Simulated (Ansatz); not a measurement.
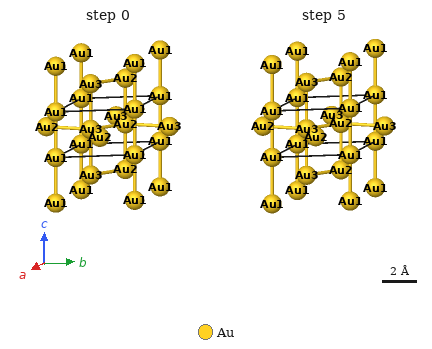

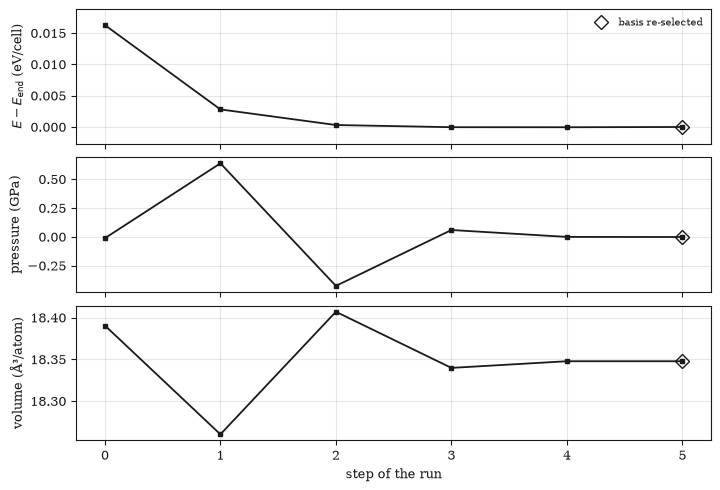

First and last geometry of a relaxation of solid Au (built on the omega_191 type), with the history of the run. The picture is a ball-and-stick view of the cell of the calculation, seen slightly off an axis.

Case: omega type (P6/mmm, No. 191).

Level of theory: DFT PBE, scalar-relativistic, plane waves, PAW (Ansatz). Settings: plane-wave cutoff 420 eV; k-point mesh 12 × 12 × 16; occupations gaussian; smearing width 0.1 eV; no spin polarisation; cell and atoms relaxed; force threshold 0.01 eV/Å; at most 80 steps.

### What do the curves and the structures tell?

It converged. No atom moves by more than 0.005 Å relative to the cell. The drawn cell changes as follows: a = b 4.800 → 4.752 Å (−1.0 %), c 2.765 → 2.814 Å (+1.8 %); the volume changes by −0.2 %. Near-neighbour distances that change, for instance: Au1–Au1 2.765 → 2.814 Å, Au2–Au3 2.771 → 2.744 Å. The space group stays P6/mmm (No. 191). The energy falls by 16.3 meV per cell of the calculation in 4 accepted moves (5 points after the start). All forces vanish by symmetry, so only the cell relaxes. The pressure goes from −0.01 to 0.00 GPa. The SCF was repeated once at an unchanged geometry on a basis and grid sized afresh for the cell, which shifted the energy by less than 0.05 meV per cell of the calculation at most.
